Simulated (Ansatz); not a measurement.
**WSe: a changed input and its effect**

System: WSe (Fm-3m, 2 atoms in the cell).
Method of the first run: DFT r2SCAN+U, scalar-relativistic, plane waves, PAW, Ueff = 6.2 eV on W d, no spin polarisation (Ansatz 0.2.0).

The structure was built on a prototype by a generator; it need not be a known phase. Text and figures count atoms from 1; the logs count them from 0 in places.

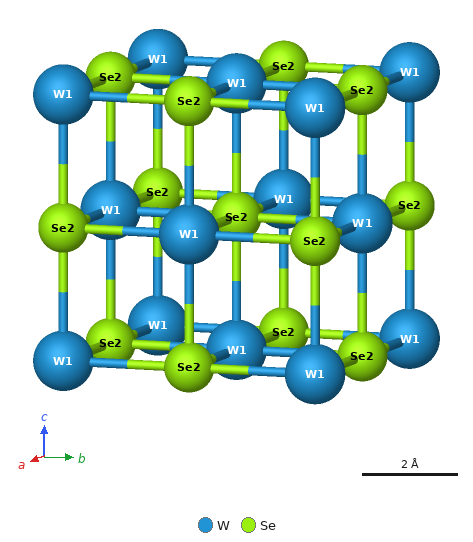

**Figure 1.** The input geometry (ball-and-stick view of the cell 4 times as large as that of the calculation, set on its symmetry axes, seen slightly off an axis; atoms are numbered from 1 in the order of the input). An atom can appear more than once, as a periodic image.

## Input, the first run
```yaml
crystal:
  lattice:
    - [0.0, 2.8530058079, 2.8530058079]
    - [2.8530058079, 0.0, 2.8530058079]
    - [2.8530058079, 2.8530058079, 0.0]
  atoms:
    - { symbol: W, position: [0.0, 0.0, 0.0] }
    - { symbol: Se, position: [0.5, 0.5, 0.5] }
basis:
  ecutwfc: 500
kpoints:
  mp_grid: { grid: [12, 12, 12] }
hamiltonian:
  xc: r2scan
  hubbard: { sites: [{ species: W, l: d, u_eff: 6.2 }] }
scf:
  occupations: { method: gaussian, width: 0.1 }
output:
  forces: true
  stress: true
  eigenvalues: true
```

Command:
```bash
ansatz run input.yaml --threads 1 --pin off --max-ram 2560MiB --backend cpu --events-out ev --progress --plain --runs-dir out
```

Hardware: 1 thread of Oxide Virtual Turin-like (Zen 5), 32 GiB of memory available, shared host.

## Output, shortened to warnings, some set-up lines, iterations and results (the first run)
```
Basis set: ecut = 500 eV, 1243 PW (Γ), exchange–correlation on 120×120×120 points (64 copies of the dense FFT grid, shifted against one another)
Symmetry: 48 space group operations
k-points: 72 of 1728
Initial density: superposition of atomic densities (chi_scale 0.1, normalization cell, long waves kept (reshape's long-wave potential 0.00 eV rms))
[...]
SCF iter   1: F=—  HF=-15863.775030 eV  |F-HF|=—  |Δ(HF+E_count)|=         —  Δρ=2.05e-2  dr2=1.46e-1  dr2_τ=5.46e-3  ethr=4.82e-4  ⟨swp⟩=1.2  Hψ=15957  notcnv=0
SCF iter   2: F=—  HF=-15864.080509 eV  |F-HF|=—  |Δ(HF+E_count)|=   3.05e-1  Δρ=2.18e-2  dr2=7.87e-2  dr2_τ=1.78e-2  ethr=4.82e-4  ⟨swp⟩=2.0  Hψ=2290  notcnv=0
SCF iter   3: F=—  HF=-15864.699063 eV  |F-HF|=—  |Δ(HF+E_count)|=   6.19e-1  Δρ=2.96e-2  dr2=1.25e-1  dr2_τ=1.35e-2  ethr=2.62e-4  ⟨swp⟩=2.0  Hψ=2631  notcnv=0  defer=77
SCF iter   4: F=—  HF=-15865.244684 eV  |F-HF|=—  |Δ(HF+E_count)|=   5.46e-1  Δρ=2.20e-2  dr2=6.90e-2  dr2_τ=7.46e-3  ethr=2.62e-4  ⟨swp⟩=2.7  Hψ=2733  notcnv=0  defer=77
SCF iter   5: F=—  HF=-15865.574908 eV  |F-HF|=—  |Δ(HF+E_count)|=   3.30e-1  Δρ=6.56e-3  dr2=9.52e-3  dr2_τ=1.99e-3  ethr=2.30e-4  ⟨swp⟩=3.0  Hψ=3297  notcnv=0  defer=107
SCF iter   6: F=—  HF=-15865.547444 eV  |F-HF|=—  |Δ(HF+E_count)|=   2.75e-2  Δρ=7.83e-3  dr2=2.11e-2  dr2_τ=1.72e-3  ethr=3.17e-5  ⟨swp⟩=2.0  Hψ=2946  notcnv=0  defer=107
SCF iter   7: F=—  HF=-15865.588448 eV  |F-HF|=—  |Δ(HF+E_count)|=   4.10e-2  Δρ=3.26e-3  dr2=1.28e-3  dr2_τ=1.49e-4  ethr=3.17e-5  ⟨swp⟩=1.2  Hψ=2291  notcnv=0  defer=107
SCF iter   8: F=—  HF=-15865.601189 eV  |F-HF|=—  |Δ(HF+E_count)|=   1.27e-2  Δρ=1.39e-3  dr2=1.66e-3  dr2_τ=8.65e-5  ethr=4.25e-6  ⟨swp⟩=2.0  Hψ=2230  notcnv=0  defer=107
SCF iter   9: F=—  HF=-15865.601118 eV  |F-HF|=—  |Δ(HF+E_count)|=   7.05e-5  Δρ=7.73e-4  dr2=5.12e-4  dr2_τ=1.07e-5  ethr=4.25e-6  ⟨swp⟩=1.0  Hψ=1558  notcnv=0  defer=107
SCF iter  10: F=—  HF=-15865.601103 eV  |F-HF|=—  |Δ(HF+E_count)|=   1.54e-5  Δρ=2.48e-4  dr2=4.48e-5  dr2_τ=1.02e-6  ethr=1.71e-6  ⟨swp⟩=1.4  Hψ=1594  notcnv=0  defer=107
SCF iter  11: F=—  HF=-15865.601113 eV  |F-HF|=—  |Δ(HF+E_count)|=   1.05e-5  Δρ=2.10e-5  dr2=3.02e-7  dr2_τ=4.09e-9  ethr=1.49e-7  ⟨swp⟩=1.8  Hψ=1701  notcnv=0  defer=107
SCF iter  12: F=-15865.601113 eV  HF=-15865.601113 eV  |F-HF|=3.94e-9  |Δ(HF+E_count)|=   1.24e-7  Δρ=3.66e-6  dr2=1.05e-8  dr2_τ=5.00e-10  ethr=3.33e-10  ⟨swp⟩=9.5  Hψ=7456  …
SCF 1 converged in 12 iterations: F = -15865.601113 eV  dr2 = 1.05e-8
SCF converged after 12 iterations
Free energy (F): -15865.601113 eV
Harris-Foulkes:  -15865.601113 eV  (|F-HF|=3.94e-9)
Internal energy: -15865.569500 eV  (E = F + TS)
E sigma→0 (E₀):  -15865.585306 eV
Entropy (-TS):   -0.031614 eV (-15.807 meV/atom)
Fermi energy:    11.435031 eV
--- Per-component energies (eV) ---
  E_band       = -581.418027
  E_kinetic    = 564.260861
  E_local      = -3217.965305  (includes V_loc(G=0)·N_el)
  E_nonlocal   = -589.175843
  E_hartree    = 1467.166983
  E_xc         = -341.870976
  E_vxc        = -357.446747  (∫ρ·V_xc dr)
  E_hubbard    = 5.443524  (on-site DFT+U / exact-exchange correction)
  E_vhub       = -4.203822  (the Hubbard potential's part of the band-sum identity)
  E_paw        = -10520.173890  (= ΣΔE_a)
  E_vpaw       = 70.690795  (= ΣTr[D̂ρ^β])
  E_aug_tail   = -0.000259  (compensation charges beyond the density's cutoff)
  E_vtau       = 18.085954  (kinetic-family band-sum trace: ∫τ·v_τ [+ j·A + Jᵃ·Aᵃ] dr)
  E_ewald      = -3230.901877
  E_core_change = -2.352719  (= ΣΔE_core)
  E_smearing   = -0.031614  (= −TS)
  E_closure    = 0.000000  (closes the sum)
  Σ components = -15865.601113   (vs F -15865.601113, Δ=0.00e0)
--- Forces (eV/Å), atoms counted from 1 ---
  atom   1  W     -0.00000000    -0.00000000    -0.00000000
  atom   2  Se     0.00000000    -0.00000000    -0.00000000
  max |Σ_I F_I| component: 1.47e-29 eV/Å
--- Stress (GPa, compression-positive) ---
      -14.468253       0.000000      -0.000000
        0.000000     -14.468253      -0.000000
        0.000000      -0.000000     -14.468253
  P = ⅓ Tr σ = -14.4683 GPa (-144.683 kbar)
Occupation matrices written to [file]
```

For the second run the input was changed thus:
```diff
-    - [0.0, 2.8530058079, 2.8530058079]
-    - [2.8530058079, 0.0, 2.8530058079]
-    - [2.8530058079, 2.8530058079, 0.0]
+    - [0.0, 2.8144469487, 2.8144469487]
+    - [2.8144469487, 0.0, 2.8144469487]
+    - [2.8144469487, 2.8144469487, 0.0]
```

Predict how the results change.

With the same functional and potentials, the second run lies 79.1 meV per atom lower. The pressure goes from −14.47 to −12.74 GPa. The volume per atom goes from 23.22 to 22.29 Å³. The cell is scaled evenly with the atoms at fixed fractional positions, so −ΔP/Δ ln V estimates the bulk modulus midway between the two volumes: about 42 GPa. The number of SCF iterations is the same. The plane waves at Γ go from 1243 to 1139.

## Output, shortened to warnings, some set-up lines, iterations and results (the second run)
```
Basis set: ecut = 500 eV, 1139 PW (Γ), exchange–correlation on 120×120×120 points (64 copies of the dense FFT grid, shifted against one another)
Symmetry: 48 space group operations
k-points: 72 of 1728
Initial density: superposition of atomic densities (chi_scale 0.1, normalization cell, long waves kept (reshape's long-wave potential 0.00 eV rms))
[...]
SCF iter   1: F=—  HF=-15864.003942 eV  |F-HF|=—  |Δ(HF+E_count)|=         —  Δρ=2.07e-2  dr2=1.25e-1  dr2_τ=6.56e-3  ethr=4.12e-4  ⟨swp⟩=1.2  Hψ=16024  notcnv=0
SCF iter   2: F=—  HF=-15864.341425 eV  |F-HF|=—  |Δ(HF+E_count)|=   3.37e-1  Δρ=2.15e-2  dr2=7.86e-2  dr2_τ=1.62e-2  ethr=4.12e-4  ⟨swp⟩=2.0  Hψ=2305  notcnv=0
SCF iter   3: F=—  HF=-15864.881578 eV  |F-HF|=—  |Δ(HF+E_count)|=   5.40e-1  Δρ=2.88e-2  dr2=1.17e-1  dr2_τ=1.23e-2  ethr=2.62e-4  ⟨swp⟩=2.0  Hψ=2624  notcnv=0  defer=80
SCF iter   4: F=—  HF=-15865.486131 eV  |F-HF|=—  |Δ(HF+E_count)|=   6.05e-1  Δρ=2.01e-2  dr2=5.64e-2  dr2_τ=8.94e-3  ethr=2.62e-4  ⟨swp⟩=3.0  Hψ=3008  notcnv=0  defer=81
SCF iter   5: F=—  HF=-15865.742737 eV  |F-HF|=—  |Δ(HF+E_count)|=   2.57e-1  Δρ=5.68e-3  dr2=7.25e-3  dr2_τ=1.52e-3  ethr=1.88e-4  ⟨swp⟩=3.0  Hψ=3364  notcnv=0  defer=107
SCF iter   6: F=—  HF=-15865.725757 eV  |F-HF|=—  |Δ(HF+E_count)|=   1.70e-2  Δρ=6.02e-3  dr2=1.02e-2  dr2_τ=9.94e-4  ethr=2.42e-5  ⟨swp⟩=2.0  Hψ=2813  notcnv=0  defer=107
SCF iter   7: F=—  HF=-15865.752120 eV  |F-HF|=—  |Δ(HF+E_count)|=   2.64e-2  Δρ=2.50e-3  dr2=7.20e-4  dr2_τ=9.24e-5  ethr=2.42e-5  ⟨swp⟩=1.5  Hψ=2619  notcnv=0  defer=107
SCF iter   8: F=—  HF=-15865.759485 eV  |F-HF|=—  |Δ(HF+E_count)|=   7.36e-3  Δρ=1.08e-3  dr2=9.50e-4  dr2_τ=4.70e-5  ethr=2.40e-6  ⟨swp⟩=2.0  Hψ=2259  notcnv=0  defer=107
SCF iter   9: F=—  HF=-15865.759415 eV  |F-HF|=—  |Δ(HF+E_count)|=   6.94e-5  Δρ=4.98e-4  dr2=2.10e-4  dr2_τ=5.18e-6  ethr=2.40e-6  ⟨swp⟩=1.2  Hψ=1599  notcnv=0  defer=107
SCF iter  10: F=—  HF=-15865.759394 eV  |F-HF|=—  |Δ(HF+E_count)|=   2.09e-5  Δρ=1.60e-4  dr2=1.63e-5  dr2_τ=4.92e-7  ethr=7.01e-7  ⟨swp⟩=1.7  Hψ=1644  notcnv=0  defer=107
SCF iter  11: F=—  HF=-15865.759400 eV  |F-HF|=—  |Δ(HF+E_count)|=   5.74e-6  Δρ=1.57e-5  dr2=1.31e-7  dr2_τ=2.79e-9  ethr=5.42e-8  ⟨swp⟩=2.0  Hψ=1747  notcnv=0  defer=107
SCF iter  12: F=-15865.759400 eV  HF=-15865.759400 eV  |F-HF|=1.87e-10  |Δ(HF+E_count)|=   1.00e-7  Δρ=1.60e-6  dr2=1.56e-9  dr2_τ=7.00e-11  ethr=3.33e-10  ⟨swp⟩=8.8  Hψ=7263 …
SCF 1 converged in 12 iterations: F = -15865.759400 eV  dr2 = 1.56e-9
SCF converged after 12 iterations
Free energy (F): -15865.759400 eV
Harris-Foulkes:  -15865.759400 eV  (|F-HF|=1.87e-10)
Internal energy: -15865.730322 eV  (E = F + TS)
E sigma→0 (E₀):  -15865.744861 eV
Entropy (-TS):   -0.029079 eV (-14.539 meV/atom)
Fermi energy:    12.176516 eV
--- Per-component energies (eV) ---
  E_band       = -562.599706
  E_kinetic    = 565.607166
  E_local      = -3149.450660  (includes V_loc(G=0)·N_el)
  E_nonlocal   = -589.289401
  E_hartree    = 1442.091990
  E_xc         = -342.587860
  E_vxc        = -358.462802  (∫ρ·V_xc dr)
  E_hubbard    = 5.551010  (on-site DFT+U / exact-exchange correction)
  E_vhub       = -4.103521  (the Hubbard potential's part of the band-sum identity)
  E_paw        = -10520.133281  (= ΣΔE_a)
  E_vpaw       = 70.799125  (= ΣTr[D̂ρ^β])
  E_aug_tail   = -0.000259  (compensation charges beyond the density's cutoff)
  E_vtau       = 18.115146  (kinetic-family band-sum trace: ∫τ·v_τ [+ j·A + Jᵃ·Aᵃ] dr)
  E_ewald      = -3275.166307
  E_core_change = -2.352719  (= ΣΔE_core)
  E_smearing   = -0.029079  (= −TS)
  E_closure    = -0.000000  (closes the sum)
  Σ components = -15865.759400   (vs F -15865.759400, Δ=0.00e0)
--- Forces (eV/Å), atoms counted from 1 ---
  atom   1  W     -0.00000000     0.00000000     0.00000000
  atom   2  Se     0.00000000    -0.00000000     0.00000000
  max |Σ_I F_I| component: 7.36e-30 eV/Å
--- Stress (GPa, compression-positive) ---
      -12.742243       0.000000       0.000000
        0.000000     -12.742243       0.000000
        0.000000       0.000000     -12.742243
  P = ⅓ Tr σ = -12.7422 GPa (-127.422 kbar)
Occupation matrices written to [file]
```

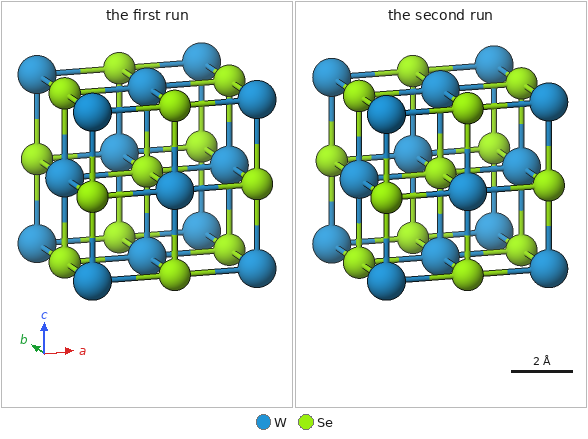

**Figure 2.** The two input geometries at one scale (ball-and-stick view of the cell 4 times as large as that of the calculation, set on its symmetry axes, seen slightly off an axis). No atom moves by more than 0.005 Å relative to the cell. The drawn cell changes as follows: a = b = c 5.706 → 5.629 Å (−1.4 %); the volume changes by −4.0 %. Among the contacts that change: Se–W 2.853 → 2.814 Å.

## The two runs side by side

| quantity | the first run | the second run |
| --- | --- | --- |
| outcome | converged | converged |
| free energy per atom (eV) | −7932.8006 | −7932.8797 |
| energy per atom, smearing taken to zero (eV) | −7932.7927 | −7932.8724 |
| gap on the mesh (eV) | 0.00 | 0.00 |
| pressure (GPa) | −14.47 | −12.74 |
| volume per atom (Å³) | 23.22 | 22.29 |
| largest force (eV/Å) | 0.000 | 0.000 |
| SCF iterations | 12 | 12 |
| irreducible k-points | 72 | 72 |
| plane waves at Γ | 1243 | 1139 |
| wall time (shared host) | 12 s | 12 s |

For both runs: Spin–orbit coupling is left out, which matters for W. For the first run: The cell is under a tension of 14.5 GPa at this level, so it is not at its equilibrium volume. For the second run: The cell is under a tension of 12.7 GPa at this level, so it is not at its equilibrium volume.
